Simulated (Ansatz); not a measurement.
## Geometry relaxation, with input and output: Co (part 2 of 2)

Co (3 atoms in the cell); DFT, PBE, all-electron LAPW, scalar-relativistic, spin-polarised (Ansatz 0.2.0); 12×12×16 k-mesh, Fermi–Dirac smearing of 0.08 eV, collinear spins. It belongs to a series of runs on one base structure; here: omega relaxed under pressure, LAPW.

Geometry of the input (Å; fractional positions):
```
3.1567  0.0000  0.0000
-1.5784  2.7338  0.0000
0.0000  0.0000  1.9033
Co 0.0000  0.0000  0.0000
Co 0.3333  0.6667  0.5000
Co 0.6667  0.3333  0.5000
```

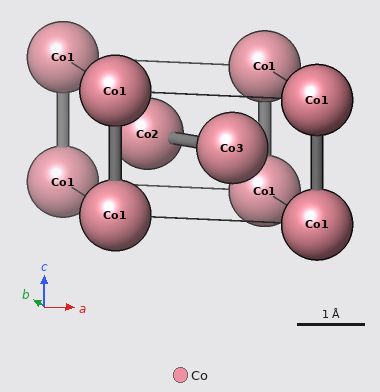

Fig. 1: The geometry at step 1 of the log (ball-and-stick view of the cell of the calculation, seen slightly off an axis; atoms are numbered from 1 in the order of the input).

What the program printed, continued:
```
SCF iter   1: F=—  HF=-113733.209910 eV  |F-HF|=—  |Δ(HF+E_count)|=         —  Δρ=9.25e-6 (↑9.25e-6 ↓8.99e-6)  dr2=1.88e-8  dr2_m=4.56e-12  M=-0.000 μB ∫|m|=0.000 μB  β_m=0.65  ethr=3.61e-11 (applied; sched 1.91e-11)  ⟨swp⟩=5.0  Hψ=97881  notcnv=0
preconditioner: auto → none  [metal: Δε(μ)=0.002 eV  Ē_g=20.587 eV  σ=0.080 eV  W_gap=0.01  n_scr=6 (ndim 8)  ℏωp=47.6 eV  f_vac=0.000  D(μ)=3.64/eV (n_scr^D=68)]
iter 2 solved again at ethr=1.81e-12 eV; its pass at ethr=1.91e-11 eV (dr2=1.36e-9 eV) is discarded
SCF iter   2: F=—  HF=-113733.209910 eV  |F-HF|=—  |Δ(HF+E_count)|=   5.37e-8  Δρ=2.20e-6 (↑2.05e-6 ↓2.20e-6)  dr2=1.36e-9  dr2_m=1.87e-12  M=-0.000 μB ∫|m|=0.000 μB  β_m=0.38  ethr=1.91e-11 (applied; sched 1.81e-12)  ⟨swp⟩=2.0  Hψ=85238  notcnv=0
SCF iter   3: F=-113733.209910 eV  HF=-113733.209910 eV  |F-HF|=3.17e-9  |Δ(HF+E_count)|=   1.17e-8  Δρ=1.67e-6 (↑1.67e-6 ↓1.64e-6)  dr2=1.77e-9  dr2_m=7.12e-13  M=-0.000 μB ∫|m|=0.000 μB  ethr=2.64e-11 (applied; sched 1.81e-12)  ⟨swp⟩=2.0  Hψ=46806  notcnv=0
the starting moments were not kept: the SCF closed with an absolute magnetisation of 7.0e-6 μB, where they sum to 5.1 μB in size (3 sites). That is at most 0.1 of that sum. Measured as dr2_m measures the in/out step, that magnetisation stands 1.1e-11 eV from none, at or under the dr2_threshold of 1.0e-7 eV: it is no larger than a step whose dr2_m would equal this threshold.
SCF 2 converged in 3 iterations: F = -113733.209910 eV  dr2 = 1.77e-9
relax step   2: F+E_penalty+E_count = -113733.20991031 eV  Δ(F+E_penalty+E_count) = +2.188e-2 eV  max|allowed force component| = 1.750e-16 eV/Å  Δτ_max = 0.0000 Å  P = +710.200 GPa  Ω = 16.420 Å³  (3 SCF iters, accepted)
iter 1 solved again at ethr=1.00e-12 eV; its pass at ethr=1.00e-1 eV (dr2=3.78e-10 eV) is discarded
SCF iter   1: F=—  HF=-113733.209910 eV  |F-HF|=—  |Δ(HF+E_count)|=         —  Δρ=1.32e-6 (↑1.32e-6 ↓1.21e-6)  dr2=3.80e-10  dr2_m=2.63e-12  M=-0.000 μB ∫|m|=0.000 μB  β_m=0.65  ethr=3.36e-11 (applied; sched 1.00e-12)  ⟨swp⟩=2.6  Hψ=71626  notcnv=0  reapply=2
SCF iter   2: F=—  HF=-113733.209910 eV  |F-HF|=—  |Δ(HF+E_count)|=  8.15e-10  Δρ=3.95e-7 (↑3.95e-7 ↓3.54e-7)  dr2=3.19e-11  dr2_m=2.30e-12  M=-0.000 μB ∫|m|=0.000 μB  β_m=0.59  ethr=2.64e-11 (applied; sched 1.00e-12)  ⟨swp⟩=2.0  Hψ=46806  notcnv=0
SCF iter   3: F=-113733.209910 eV  HF=-113733.209910 eV  |F-HF|=1.46e-10  |Δ(HF+E_count)|=  8.73e-11  Δρ=3.69e-7 (↑3.25e-7 ↓3.69e-7)  dr2=4.07e-11  dr2_m=1.47e-13  M=-0.000 μB ∫|m|=0.000 μB  ethr=2.64e-11 (applied; sched 1.00e-12)  ⟨swp⟩=2.0  Hψ=46806  notcnv=0
the starting moments were not kept: the SCF closed with an absolute magnetisation of 3.2e-6 μB, where they sum to 5.1 μB in size (3 sites). That is at most 0.1 of that sum. Measured as dr2_m measures the in/out step, that magnetisation stands 2.5e-12 eV from none, at or under the dr2_threshold of 1.0e-7 eV: it is no larger than a step whose dr2_m would equal this threshold.
SCF 3 converged in 3 iterations: F = -113733.209910 eV  dr2 = 4.07e-11
relax step   3: F+E_penalty+E_count = -113733.20991038 eV  Δ(F+E_penalty+E_count) = -6.707e-8 eV  max|allowed force component| = 1.781e-16 eV/Å  Δτ_max = 0.0000 Å  P = +710.200 GPa  Ω = 16.420 Å³  stress off target by 2.13e-1 GPa  SCF on the basis re-selected at this cell (its energy is not comparable with the rows above)  (3 SCF iters)
basis re-selected at this cell: Δ(F+E_penalty+E_count) = -6.707e-8 eV, ΔP = -0.000 GPa vs the last step (what re-selecting the basis moved, after the strain that the cell walked since its last selection, with what the two solves' SCF thresholds leave and, on support functions, any second-order correction that the steps lacked; it is no measure of the basis error at this ecutwfc). This SCF's stress stands 2.13e-1 GPa from its target on what of the cell is left free (relax.cell.stress_tol is 3.55e-1 GPa) and its largest allowed force component is 1.78e-16 eV/Å (relax.f_tol is 5.00e-3 eV/Å): within both
SCF converged after 3 iterations
Magnetization: -0.0000 μB (37.5000 up, 37.5000 down)
Absolute magnetization: 0.0000 μB (∫|ρ↑−ρ↓|)
Spin contamination: 0.0000 ħ² per cell (⟨S²⟩ above its minimum at these occupations)
Per-site moments (μB) at R_I (Å): [(-1.1497415624006635e-6, 0.8838465868424655), (-1.0050643393100245e-6, 0.8838465868424655), (-1.0050643393100245e-6, 0.8838465868424655)]
Free energy (F): -113733.209910 eV
Harris-Foulkes:  -113733.209910 eV  (|F-HF|=1.46e-10)
Internal energy: -113733.134387 eV  (E = F + TS)
E sigma→0 (E₀):  -113733.172149 eV
Entropy (-TS):   -0.075523 eV (-25.174 meV/atom)
Fermi energy:    42.001038 eV
--- Per-component energies (eV) ---
  E_band       = -17745.424692
  E_kinetic    = 115641.389035
  E_xc         = -4911.134861
  E_electrostatic = -224463.388561  (all electrons and nuclei)
  E_smearing   = -0.075523  (= −TS)
  E_closure    = 0.000000  (closes the sum)
  E_atoms      = -113727.867788  (free atoms, spherical and without spin; not in F)
  Σ components = -113733.209910   (vs F -113733.209910, Δ=0.00e0)
  Basis errors (estimates in eV, not in F): energy 1.9e-4 per atom: plane waves 1.7e-4 (9.2e-5 summed), levels above the bands 8.2e-138, relativity 6.6e-8, radial functions 1.9e-5, core shells 1.2e-11; eigenvalues (radial functions only) 6.8e-7; not estimated: angular momenta, meshes, grids; target (lapw.basis_error) 5.0e-4; muffin-tin radii Co 0.884 Å
--- Forces (eV/Å), atoms counted from 1 ---
  atom   1  Co     0.00000000     0.00000000     0.00000000
  atom   2  Co    -0.00000000    -0.00000000    -0.00000000
  atom   3  Co     0.00000000     0.00000000     0.00000000
  max |Σ_I F_I| component: 9.25e-18 eV/Å
--- Stress (GPa, compression-positive) ---
      710.212938      -0.000000       0.000000
       -0.000000     710.212938       0.000000
        0.000000       0.000000     710.172668
  P = ⅓ Tr σ = 710.1995 GPa (7101.995 kbar)
--- Band table (eV; the first three rows and the last of 342) ---
  k-point 0 ↑: bands = ["-850.0432", "-850.0007", "-850.0007", "-720.9503", "-720.8781", "-720.8781", "-720.8781", "-720.8781", "-720.8386", "-720.8386", "-720.7457", "-720.7457", "-55.7496", "-54.7082", "-54.5801", "-19.6254", "-19.6254", "-18.8080", "-18.8080", "-17.6307", "-17.0513", "-17.0513", "-17.0049", "-16.8583", "28.5352", "31.6457", "35.4606", "35.4606", "35.5218", "35.5218", "36.0171", "36.5431", "37.9038", "37.9038", "39.4855", "39.4855", "39.5406", "39.5406", "43.1939", "43.1939", "54.2712", "54.2712", "54.5313", "54.5313", "60.0621", "60.3852", "67.8883", "72.5502", "74.9917"]
  k-point 1 ↑: bands = ["-850.0432", "-850.0007", "-850.0007", "-720.9503", "-720.8781", "-720.8781", "-720.8781", "-720.8781", "-720.8386", "-720.8386", "-720.7457", "-720.7457", "-55.7280", "-54.6983", "-54.5656", "-19.6126", "-19.6126", "-18.7839", "-18.7839", "-17.7144", "-17.1000", "-17.0569", "-17.0569", "-16.9377", "28.7384", "31.8478", "35.3020", "35.3020", "35.3246", "35.3246", "36.2811", "36.7344", "37.8280", "37.8280", "39.5088", "39.5088", "39.6822", "39.6822", "43.0970", "43.0970", "54.4586", "54.4586", "54.7307", "54.7307", "60.0188", "60.3889", "66.9475", "72.7079", "74.8125"]
  k-point 2 ↑: bands = ["-850.0432", "-850.0007", "-850.0007", "-720.9503", "-720.8781", "-720.8781", "-720.8781", "-720.8781", "-720.8386", "-720.8386", "-720.7457", "-720.7457", "-55.6657", "-54.6704", "-54.5241", "-19.5758", "-19.5758", "-18.7135", "-18.7135", "-17.9501", "-17.3690", "-17.1620", "-17.0747", "-17.0747", "29.3202", "32.4201", "34.6986", "34.6986", "34.9468", "34.9468", "37.0481", "37.3083", "37.7473", "37.7473", "39.3963", "39.3963", "40.1000", "40.1000", "42.8624", "42.8624", "54.9876", "54.9876", "55.2906", "55.2906", "59.7785", "60.3917", "64.9538", "73.1804", "74.1969"]
  k-point 170 ↓: bands = ["-850.0432", "-850.0007", "-850.0007", "-720.9503", "-720.8781", "-720.8781", "-720.8781", "-720.8781", "-720.8386", "-720.8386", "-720.7457", "-720.7457", "-54.6626", "-54.6626", "-54.4845", "-20.2874", "-19.4461", "-19.4461", "-18.7321", "-18.3493", "-18.3493", "-17.7354", "-17.7354", "-17.1016", "30.5210", "33.6810", "33.6810", "34.0279", "34.1800", "34.1800", "36.9574", "36.9574", "38.0762", "38.0762", "39.3883", "42.6414", "43.0222", "43.8298", "43.8298", "46.3850", "50.1619", "50.1619", "57.0093", "57.0093", "57.8856", "64.7837", "68.3442", "68.3442", "69.6685"]
--- Relaxed structure (2 steps of the walk, 2 accepted, 1 SCFs on fresh bases) ---
  F+E_penalty+E_count = -113733.20991038 eV   max|allowed force component| = 1.781e-16 eV/Å   (the final SCF, on the basis selected at the relaxed cell)
  cell:  # Å, volume = 16.4203 Å³
    - [3.156466719043941, 0.0, 1.2438135866425842e-20]
    - [-1.5782333595219704, 2.733580364892171, -6.219067933212921e-21]
    - [7.499240446775212e-21, 0.0, 1.903035570578823]
  atoms:
    - { symbol: Co, position: [-2.1785471353892535e-35, -1.467673002161812e-36, 1.8111358157653425e-71] }
    - { symbol: Co, position: [0.33333333333333337, 0.6666666666666667, 0.5000000000000001] }
    - { symbol: Co, position: [0.6666666666666666, 0.33333333333333337, 0.5000000000000001] }
```

Trajectory as extended XYZ (Å, eV, eV/Å), 3 frames, from step=1 to step=3:
```
3
Lattice="3.1567 0.0000 0.0000 -1.5784 2.7338 0.0000 0.0000 0.0000 1.9033" Properties=species:S:1:pos:R:3:forces:R:3 step=1 energy=-113733.23179 pressure_GPa=709.41
Co    0.0000    0.0000    0.0000    0.0000   0.0000   0.0000
Co    0.0000    1.8225    0.9516    0.0000   0.0000   0.0000
Co    1.5784    0.9113    0.9516    0.0000   0.0000   0.0000
3
Lattice="3.1565 0.0000 0.0000 -1.5782 2.7336 0.0000 0.0000 0.0000 1.9030" Properties=species:S:1:pos:R:3:forces:R:3 step=2 energy=-113733.20991 pressure_GPa=710.20
Co    0.0000    0.0000    0.0000    0.0000   0.0000   0.0000
Co    0.0000    1.8224    0.9515    0.0000   0.0000   0.0000
Co    1.5782    0.9112    0.9515    0.0000   0.0000   0.0000
3
Lattice="3.1565 0.0000 0.0000 -1.5782 2.7336 0.0000 0.0000 0.0000 1.9030" Properties=species:S:1:pos:R:3:forces:R:3 step=3 energy=-113733.20991 pressure_GPa=710.20
Co    0.0000    0.0000    0.0000    0.0000   0.0000   0.0000
Co    0.0000    1.8224    0.9515    0.0000   0.0000   0.0000
Co    1.5782    0.9112    0.9515    0.0000   0.0000   0.0000
```

Results in brief:

```csv
quantity,value
outcome,converged
space group (tolerance 0.01 Å),P6/mmm (191)
electrons in bands (core shells apart),75
free energy,−113733.2099 eV
Fermi energy,42.001 eV
net moment of the cell,0.00 μB
integrated absolute moment,0.00 μB
pressure,710.20 GPa
final volume,16.42 Å³
largest force (length of the vector) at the end,under 0.001 eV/Å
final cell,"a = 3.156 Å, b = 3.156 Å, c = 1.903 Å, α = 90.00°, β = 90.00°, γ = 120.00°"
hardware,"2 threads of AMD EPYC (Zen 5), 64 GiB of memory available, shared host"
wall time,2.5 min (CPU time 4.9 min)
peak memory,1.8 GiB
```

Notes:

The program warns: some starting moments were not kept. The cell was relaxed to the target pressure of the input; what is minimised is then the enthalpy E + pV.
